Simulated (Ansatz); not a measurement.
Read the following structure.

Space group P6_3/mmc (No. 194). a = 2.932 Å, b = 2.932 Å, c = 9.663 Å, α = 90.00°, β = 90.00°, γ = 120.00°
```tsv
atom	site	symmetry	x	y	z
Au	2a	-3m.	0.0000	0.0000	0.0000
Au	2c	-6m2	0.3333	0.6667	0.2500
```

### Describe what this structure looks like.

The element is gold. The space group is P6_3/mmc (No. 194); the lattice is primitive hexagonal. It belongs to the family called double hexagonal close-packed (α-La type). The cell holds four atoms. The coordination shell of Au holds twelve Au at 2.93 to 2.95 Å. The bonds build a three-dimensional framework.

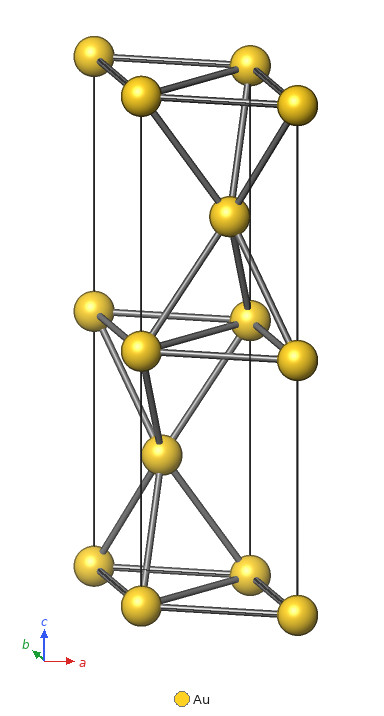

This ball-and-stick model is shown slightly off an axis. One conventional unit cell is framed, with atoms on its boundary repeated.

Origin of the cell: a structure listed in the Materials Project, with elements exchanged, so it need not be a known form of the compound. It is drawn as it came out of a relaxation with DFT PBE, scalar-relativistic, plane waves, PAW in Ansatz 0.2.0.
